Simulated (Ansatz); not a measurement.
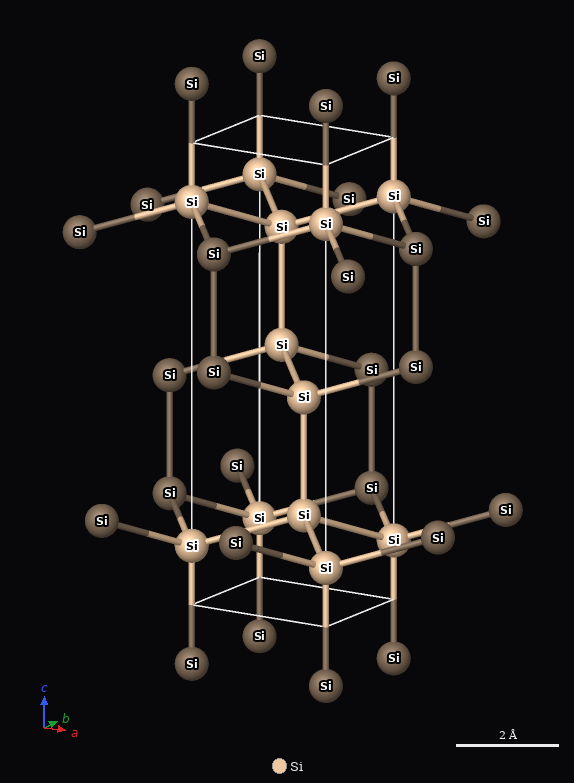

A ball-and-stick rendering, viewed slightly off an axis. Atoms at the boundary of the conventional unit cell (the box) are drawn once for each face, edge or corner they touch. Atoms of adjacent cells appear where they bond to atoms in the box, in fainter colours.

Si, space group R-3m (No. 166), a = 4.070 Å, b = 4.070 Å, c = 9.240 Å, α = 90.00°, β = 90.00°, γ = 120.00°. The structure was taken from a structure type filled with this element by a generator (whether the element takes this form wasn't checked). The cell was then strained or its atoms displaced on purpose. A calculation with Ansatz used it as input.

This one geometry was computed with Ansatz (DFT, plane waves, PAW) at three levels of theory: HSE06, r2SCAN and PBE. It was relaxed with r2SCAN and then strained.

**Which level gives the highest pressure at this volume, and what does that say about its equilibrium volume?**

Highest: PBE (-5.6 GPa), which points to the largest equilibrium volume. Lowest, with the smallest volume: HSE06 (-7.4 GPa) and r2SCAN (-7.1 GPa). Levels within 0.5 GPa of each other can't be told apart.

**How does the band gap change with the level of theory?**

PBE: a gap of 0.20 eV, indirect; r2SCAN: a gap of 0.43 eV, indirect; HSE06: a gap of 0.80 eV, indirect.

**Collect the results in a table.**

| level | cutoff (eV) | k-mesh of the run's cell | gap (eV) | pressure (GPa) |
| --- | --- | --- | --- | --- |
| HSE06 | 420 | 6×6×6 | 0.80 | -7.4 |
| r2SCAN | 500 | 8×8×8 | 0.43 | -7.1 |
| PBE | 420 | 8×8×8 | 0.20 | -5.6 |

Gaps are taken on the k-mesh or band path of each run.
